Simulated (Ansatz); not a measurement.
**Geometry relaxation of Li$_{5}$NbO$_{5}$ (part 2 of 3)**

Li$_{5}$NbO$_{5}$ (C2/m, 11 atoms in the cell); DFT PBEsol, scalar-relativistic, plane waves, PAW, no spin polarisation (Ansatz 0.2.0); cutoff 420 eV, 6×6×4 k-mesh, Gaussian smearing of 0.02 eV. The structure derives from a Materials Project entry.

Geometry of the input (Å; fractional positions):
```
4.9318  -2.0326  0.0000
4.9318  2.0326  0.0000
-1.9056  0.0000  5.5680
Li 0.7130  0.7130  0.3437
Li 0.6923  0.6923  0.8598
Li 0.0000  0.0000  0.5000
Li 0.3077  0.3077  0.1402
Li 0.2870  0.2870  0.6563
Nb 0.0000  0.0000  0.0000
O  0.8550  0.8550  0.1747
O  0.8421  0.8421  0.6825
O  0.5000  0.5000  0.0000
O  0.1579  0.1579  0.3175
O  0.1450  0.1450  0.8253
```

Output, continued
```
relax step   6: F+E_penalty+E_count = -8327.37932661 eV  Δ(F+E_penalty+E_count) = -1.174e-4 eV  max|allowed force component| = 2.933e-3 eV/Å  Δτ_max = 0.0015 Å  P = +0.001 GPa  Ω = 106.038 Å³  energy of the carried Pulay correction = +2.032e-2 eV  (6 SCF iters, dr2 threshold 9.30e-9 eV, accepted)
Initial wavefunctions: pseudopotential atomic-orbital guess (no wavefunctions were taken with the density)
iter 1 solved again at ethr=5.43e-8 eV; its pass at ethr=3.10e-3 eV (dr2=3.15e-5 eV) is discarded
SCF iter   1: F=—  HF=-8327.363797 eV  |F-HF|=—  |Δ(HF+E_count)|=         —  Δρ=3.72e-4  dr2=2.13e-5  ethr=5.43e-8  ⟨swp⟩=3.0  Hψ=12838  notcnv=0
preconditioner: auto → Resta (q_TF=auto, 2.467 Å⁻¹)  ε∞=4.0  [insulator: Δε(μ)=3.190 eV  Ē_g=13.146 eV  σ=0.020 eV  W_gap=1.00  n_scr=24 (ndim 8)  ℏωp=22.8 eV  f_vac=0.084  D(μ)=0.00/eV (n_scr^D=0)  ε∞_Penn≈4.0]
SCF iter   2: F=—  HF=-8327.363845 eV  |F-HF|=—  |Δ(HF+E_count)|=   4.82e-5  Δρ=1.79e-4  dr2=6.99e-6  ethr=3.67e-8  ⟨swp⟩=2.0  Hψ=2783  notcnv=0
SCF iter   3: F=—  HF=-8327.363849 eV  |F-HF|=—  |Δ(HF+E_count)|=   4.28e-6  Δρ=7.89e-5  dr2=1.01e-6  ethr=1.20e-8  ⟨swp⟩=2.1  Hψ=2603  notcnv=0
SCF iter   4: F=—  HF=-8327.363852 eV  |F-HF|=—  |Δ(HF+E_count)|=   2.54e-6  Δρ=7.37e-6  dr2=2.55e-8  ethr=1.74e-9  ⟨swp⟩=2.0  Hψ=2705  notcnv=0
SCF iter   5: F=—  HF=-8327.363852 eV  |F-HF|=—  |Δ(HF+E_count)|=   9.96e-9  Δρ=3.34e-6  dr2=9.23e-9  ethr=4.40e-11  ⟨swp⟩=2.0  Hψ=2807  notcnv=0
SCF iter   6: F=—  HF=-8327.363852 eV  |F-HF|=—  |Δ(HF+E_count)|=   1.55e-9  Δρ=7.11e-7  dr2=2.25e-10  ethr=1.59e-11  ⟨swp⟩=2.0  Hψ=2474  notcnv=0
SCF iter   7: F=-8327.363852 eV  HF=-8327.363852 eV  |F-HF|=1.46e-11  |Δ(HF+E_count)|=  2.87e-10  Δρ=1.01e-7  dr2=1.22e-11  ethr=1.00e-12  ⟨swp⟩=5.3  Hψ=7136  notcnv=0
SCF 7 converged in 7 iterations: F = -8327.363852 eV  dr2 = 1.22e-11
relax step   7: F+E_penalty+E_count = -8327.36385163 eV  Δ(F+E_penalty+E_count) = +1.547e-2 eV  max|allowed force component| = 3.344e-3 eV/Å  Δτ_max = 0.0000 Å  P = -0.266 GPa  Ω = 106.038 Å³  stress off target by 3.05e-1 GPa  SCF on the basis re-selected at this cell (its energy is not comparable with the rows above)  (7 SCF iters)
basis re-selected at this cell: Δ(F+E_penalty+E_count) = +1.547e-2 eV, ΔP = -0.267 GPa vs the last step (what re-selecting the basis moved, of the pressure what is left beyond the Pulay correction that the steps carried, after the strain that the cell walked since its last selection, with what the two solves' SCF thresholds leave and, on support functions, any second-order correction that the steps lacked; it is no measure of the basis error at this ecutwfc). This SCF's stress stands 3.05e-1 GPa from its target on what of the cell is left free (relax.cell.stress_tol is 5.00e-2 GPa) and its largest allowed force component is 3.34e-3 eV/Å (relax.f_tol is 5.00e-3 eV/Å): not within both, so this SCF does not close the relaxation
Crystal: 11 atoms, lattice volume = 105.770 Å³
Basis set: ecut = 420 eV, 2081 PW (Γ), exchange–correlation on 72×72×80 points (8 copies of the dense FFT grid, shifted against one another)
iter 1 solved again at ethr=2.25e-7 eV; its pass at ethr=3.10e-3 eV (dr2=1.30e-4 eV) is discarded
SCF iter   1: F=—  HF=-8327.365076 eV  |F-HF|=—  |Δ(HF+E_count)|=         —  Δρ=3.41e-4  dr2=1.07e-4  ethr=2.25e-7  ⟨swp⟩=2.0  Hψ=7258  notcnv=0
preconditioner: auto → Resta (q_TF=auto, 2.468 Å⁻¹)  ε∞=4.0  [insulator: Δε(μ)=3.197 eV  Ē_g=13.163 eV  σ=0.020 eV  W_gap=1.00  n_scr=24 (ndim 8)  ℏωp=22.8 eV  f_vac=0.083  D(μ)=0.00/eV (n_scr^D=0)  ε∞_Penn≈4.0]
SCF iter   2: F=—  HF=-8327.365092 eV  |F-HF|=—  |Δ(HF+E_count)|=   1.55e-5  Δρ=1.64e-4  dr2=1.68e-5  ethr=1.85e-7  ⟨swp⟩=2.0  Hψ=2481  notcnv=0
SCF iter   3: F=—  HF=-8327.365092 eV  |F-HF|=—  |Δ(HF+E_count)|=   1.27e-7  Δρ=8.18e-5  dr2=5.89e-6  ethr=2.90e-8  ⟨swp⟩=2.4  Hψ=2773  notcnv=0
SCF iter   4: F=—  HF=-8327.365094 eV  |F-HF|=—  |Δ(HF+E_count)|=   1.65e-6  Δρ=2.44e-5  dr2=8.00e-7  ethr=1.02e-8  ⟨swp⟩=2.6  Hψ=2985  notcnv=0
SCF iter   5: F=—  HF=-8327.365094 eV  |F-HF|=—  |Δ(HF+E_count)|=   5.49e-7  Δρ=1.68e-5  dr2=3.33e-7  ethr=4.01e-10  ⟨swp⟩=9.3  Hψ=12020  notcnv=0
SCF iter   6: F=-8327.365094 eV  HF=-8327.365094 eV  |F-HF|=2.66e-8  |Δ(HF+E_count)|=   1.25e-7  Δρ=3.15e-6  dr2=1.76e-8  ethr=4.01e-10  ⟨swp⟩=8.8  Hψ=10903  notcnv=0
SCF 8 converged in 6 iterations: F = -8327.365094 eV  dr2 = 1.76e-8
relax step   8: F+E_penalty+E_count = -8327.36509436 eV  Δ(F+E_penalty+E_count) = -1.243e-3 eV  max|allowed force component| = 1.688e-3 eV/Å  Δτ_max = 0.0022 Å  P = -0.008 GPa  Ω = 105.770 Å³  energy of the carried Pulay correction = +1.003e-3 eV  (6 SCF iters, dr2 threshold 2.33e-7 eV, accepted)
iter 1 solved again at ethr=4.77e-8 eV; its pass at ethr=3.10e-3 eV (dr2=2.76e-5 eV) is discarded
SCF iter   1: F=—  HF=-8327.363977 eV  |F-HF|=—  |Δ(HF+E_count)|=         —  Δρ=2.46e-5  dr2=1.07e-7  ethr=4.77e-8  ⟨swp⟩=3.0  Hψ=12845  notcnv=0
preconditioner: auto → Resta (q_TF=auto, 2.468 Å⁻¹)  ε∞=4.0  [insulator: Δε(μ)=3.193 eV  Ē_g=13.162 eV  σ=0.020 eV  W_gap=1.00  n_scr=24 (ndim 8)  ℏωp=22.8 eV  f_vac=0.083  D(μ)=0.00/eV (n_scr^D=0)  ε∞_Penn≈4.0]
SCF iter   2: F=—  HF=-8327.364005 eV  |F-HF|=—  |Δ(HF+E_count)|=   2.88e-5  Δρ=1.20e-5  dr2=4.11e-8  ethr=1.84e-10  ⟨swp⟩=2.0  Hψ=3202  notcnv=0
SCF iter   3: F=—  HF=-8327.364006 eV  |F-HF|=—  |Δ(HF+E_count)|=   3.88e-8  Δρ=5.30e-6  dr2=1.00e-8  ethr=7.09e-11  ⟨swp⟩=2.6  Hψ=2491  notcnv=0
SCF iter   4: F=—  HF=-8327.364006 eV  |F-HF|=—  |Δ(HF+E_count)|=   1.43e-8  Δρ=8.60e-7  dr2=1.50e-9  ethr=1.73e-11  ⟨swp⟩=2.0  Hψ=2540  notcnv=0
SCF iter   5: F=—  HF=-8327.364006 eV  |F-HF|=—  |Δ(HF+E_count)|=   1.86e-9  Δρ=6.54e-7  dr2=6.26e-10  ethr=2.59e-12  ⟨swp⟩=2.0  Hψ=2668  notcnv=0
SCF iter   6: F=—  HF=-8327.364006 eV  |F-HF|=—  |Δ(HF+E_count)|=  7.97e-10  Δρ=7.05e-7  dr2=4.85e-10  ethr=1.08e-12  ⟨swp⟩=2.0  Hψ=2797  notcnv=0
SCF iter   7: F=-8327.364006 eV  HF=-8327.364006 eV  |F-HF|=3.64e-12  |Δ(HF+E_count)|=  1.82e-11  Δρ=7.03e-8  dr2=2.60e-12  ethr=1.00e-12  ⟨swp⟩=4.4  Hψ=8301  notcnv=0
SCF 9 converged in 7 iterations: F = -8327.364006 eV  dr2 = 2.60e-12
relax step   9: F+E_penalty+E_count = -8327.36400553 eV  Δ(F+E_penalty+E_count) = +1.089e-3 eV  max|allowed force component| = 1.646e-3 eV/Å  Δτ_max = 0.0000 Å  P = -0.018 GPa  Ω = 105.770 Å³  stress off target by 2.52e-2 GPa  SCF on the basis re-selected at this cell (its energy is not comparable with the rows above)  (7 SCF iters)
```

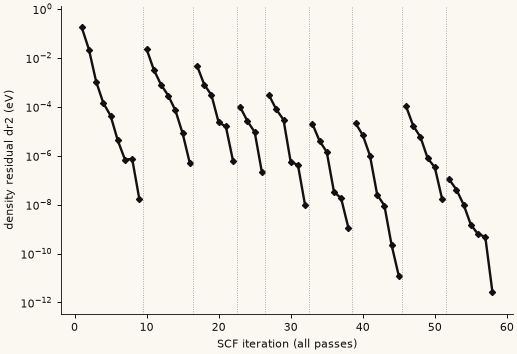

Convergence of the self-consistent field: density residual dr2 against the SCF iteration. The dotted lines part the SCF passes of the relaxation: geometry steps, rejected trials and re-solves on a re-selected basis. The 9 passes take 4 to 9 iterations each, 58 in all.

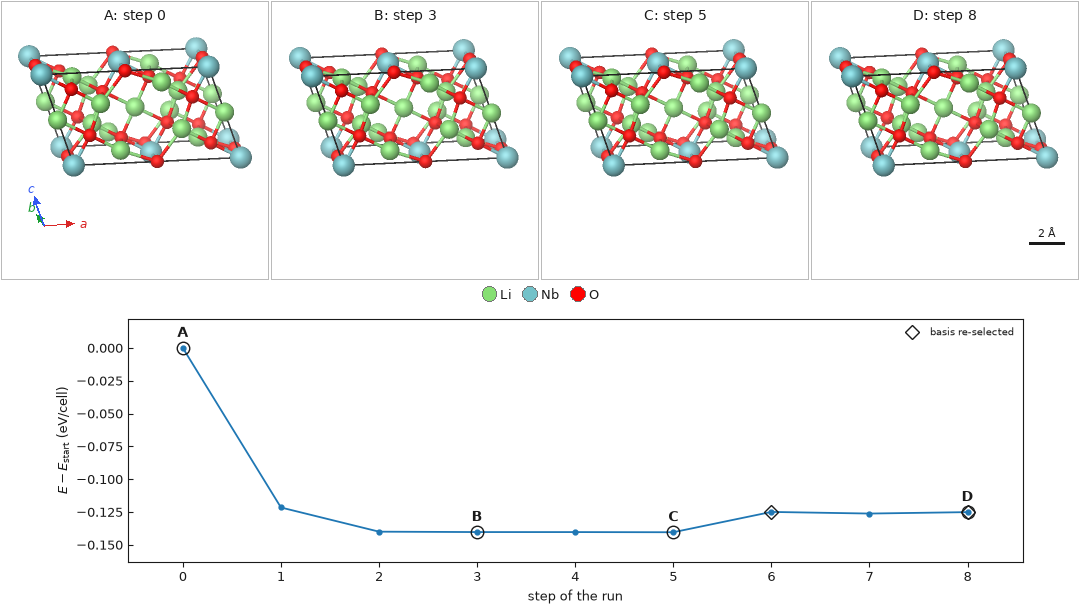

Frames of the relaxation (ball-and-stick view of the cell 2 times as large as that of the calculation, set on its symmetry axes, seen at an oblique angle) above the curves, on which the letters mark them (the first geometry is step 0 here and step 1 in the log).

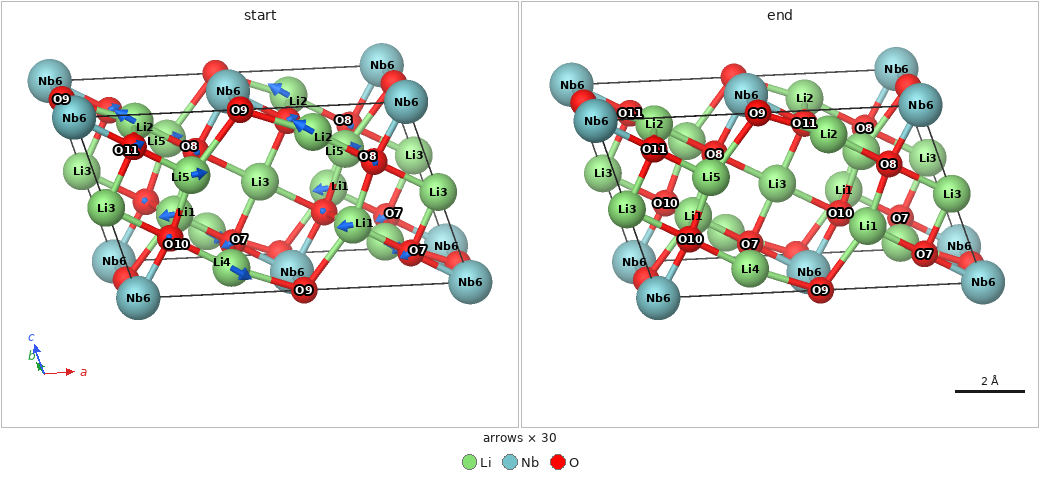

Before (left) and after (right) the relaxation, at one scale (ball-and-stick view of the cell 2 times as large as that of the calculation, set on its symmetry axes, seen at an oblique angle). The blue arrows give the displacements (without the part carried along by the change of the cell), magnified 30 times. Over 6 geometry steps the energy falls by 0.126 eV per cell of the calculation. The largest force component goes from 0.52 to 0.0016 eV/Å. Pressure: −6.70 GPa at the start and −0.02 GPa at the end. 1 further SCF at an unchanged geometry re-selected the plane-wave basis for the new cell. The largest moves relative to the cell, 0.024 Å, are those of Li2 and Li4. Largest moves by element: Li 0.024 Å, O 0.012 Å. Nb stays in place. The volume changes by −5.3 %, with a 9.864 → 9.649 Å (−2.2 %), b 4.065 → 4.008 Å (−1.4 %), c 5.885 → 5.777 Å (−1.8 %), β 108.9° → 108.7°. Among the contacts that change: Li2–O9 2.300 → 2.227 Å, Li1–O9 2.398 → 2.342 Å, Li3–O10 2.159 → 2.108 Å, Li2–O7 2.021 → 1.974 Å. The space group stays C2/m (No. 12). The energy change given includes the shifts at the re-selections in mid-walk, which come without any move. A last SCF at the same geometry on a re-selected plane-wave basis shifts the energy by +1.1 meV per cell of the calculation. (Atoms are counted from 1 in the order of the input.)

```
basis re-selected at this cell: Δ(F+E_penalty+E_count) = +1.089e-3 eV, ΔP = -0.010 GPa vs the last step (what re-selecting the basis moved, of the pressure what is left beyond the Pulay correction that the steps carried, after the strain that the cell walked since its last selection, with what the two solves' SCF thresholds leave and, on support functions, any second-order correction that the steps lacked; it is no measure of the basis error at this ecutwfc). This SCF's stress stands 2.52e-2 GPa from its target on what of the cell is left free (relax.cell.stress_tol is 5.00e-2 GPa) and its largest allowed force component is 1.65e-3 eV/Å (relax.f_tol is 5.00e-3 eV/Å): within both
SCF converged after 7 iterations
Free energy (F): -8327.364006 eV
Harris-Foulkes:  -8327.364006 eV  (|F-HF|=3.64e-12)
Internal energy: -8327.364006 eV  (E = F + TS)
E sigma→0 (E₀):  -8327.364006 eV
Fermi energy:    6.707748 eV
--- Per-component energies (eV) ---
  E_band       = -634.882084
  E_kinetic    = 1387.409264
  E_local      = -3807.004624  (includes V_loc(G=0)·N_el)
  E_nonlocal   = 191.566645
  E_hartree    = 1346.726437
  E_xc         = -597.640104
  E_vxc        = -756.462245  (∫ρ·V_xc dr)
  E_paw        = -3875.940948  (= ΣΔE_a)
  E_vpaw       = -343.856247  (= ΣTr[D̂ρ^β])
  E_aug_tail   = 0.012315  (compensation charges beyond the density's cutoff)
  E_ewald      = -2972.858140
  E_core_change = 0.365148  (= ΣΔE_core)
  E_smearing   = -0.000000  (= −TS)
  E_closure    = -0.000000  (closes the sum)
  Σ components = -8327.364006   (vs F -8327.364006, Δ=0.00e0)
--- Forces (eV/Å), atoms counted from 1 ---
  atom   1  Li     0.00065028     0.00000000    -0.00020028
  atom   2  Li    -0.00013390    -0.00000000    -0.00095135
  atom   3  Li     0.00000000     0.00000000     0.00000000
  atom   4  Li     0.00013390     0.00000000     0.00095135
  atom   5  Li    -0.00065028    -0.00000000     0.00020028
  atom   6  Nb     0.00000000     0.00000000    -0.00000000
  atom   7  O      0.00164573    -0.00000000    -0.00115758
  atom   8  O     -0.00008482    -0.00000000    -0.00156913
  atom   9  O      0.00000000     0.00000000    -0.00000000
  atom  10  O      0.00008482     0.00000000     0.00156913
  atom  11  O     -0.00164573     0.00000000     0.00115758
  max |Σ_I F_I| component: 2.17e-19 eV/Å
--- Stress (GPa, compression-positive) ---
       -0.020897      -0.000000       0.004538
       -0.000000      -0.012695      -0.000000
        0.004535      -0.000000      -0.020489
  P = ⅓ Tr σ = -0.0180 GPa (-0.180 kbar)
--- Band table (eV; the first three rows and the last of 47) ---
  k-point 0: bands = ["-49.0530", "-37.4319", "-37.1645", "-37.1179", "-36.8077", "-36.7732", "-25.3125", "-25.2864", "-25.2769", "-11.8769", "-11.1711", "-10.7267", "-10.2581", "-9.9853", "1.1429", "1.7570", "1.9567", "1.9760", "2.1606", "2.8851", "3.0504", "3.0904", "3.3648", "3.9175", "3.9834", "4.5864", "4.8101", "5.0029", "5.0788", "8.3042", "8.6430", "9.4917", "9.7917", "11.6551", "13.7253", "13.8628", "14.7744", "15.0965", "15.2202", "16.4792"]
  k-point 1: bands = ["-49.0530", "-37.4320", "-37.1643", "-37.1180", "-36.8085", "-36.7726", "-25.3121", "-25.2864", "-25.2765", "-11.8742", "-11.1348", "-10.7286", "-10.2755", "-10.0257", "1.2001", "1.9490", "2.0006", "2.0398", "2.2793", "2.8916", "3.0115", "3.1105", "3.5319", "3.7448", "3.9870", "4.4807", "4.5147", "4.5995", "4.9460", "8.4967", "8.6814", "9.6009", "10.1507", "11.6940", "13.2778", "14.0452", "14.4148", "15.2200", "15.9096", "16.4382"]
  k-point 2: bands = ["-49.0530", "-37.4321", "-37.1640", "-37.1181", "-36.8093", "-36.7721", "-25.3118", "-25.2864", "-25.2760", "-11.8718", "-11.1058", "-10.6795", "-10.3756", "-10.0265", "1.1812", "1.9869", "2.1257", "2.2960", "2.6997", "2.8886", "2.9549", "3.1895", "3.4095", "3.5850", "3.9530", "3.9611", "4.2321", "4.5032", "4.8938", "8.5655", "8.8302", "9.6606", "10.6531", "11.6874", "12.7480", "14.0329", "14.5743", "15.3650", "16.2099", "16.4862"]
  k-point 46: bands = ["-49.0529", "-37.4318", "-37.1643", "-37.1182", "-36.8097", "-36.7720", "-25.3123", "-25.2867", "-25.2761", "-11.8390", "-10.9767", "-10.8485", "-10.4049", "-9.9754", "1.2208", "2.0309", "2.2348", "2.2990", "2.3268", "2.4338", "2.9169", "3.2358", "3.3014", "3.8087", "3.9490", "4.4356", "4.5278", "4.5325", "4.8973", "8.3268", "8.5258", "9.6107", "11.2033", "11.5607", "12.3815", "13.8151", "15.1496", "15.6370", "15.7408", "16.7544"]
```
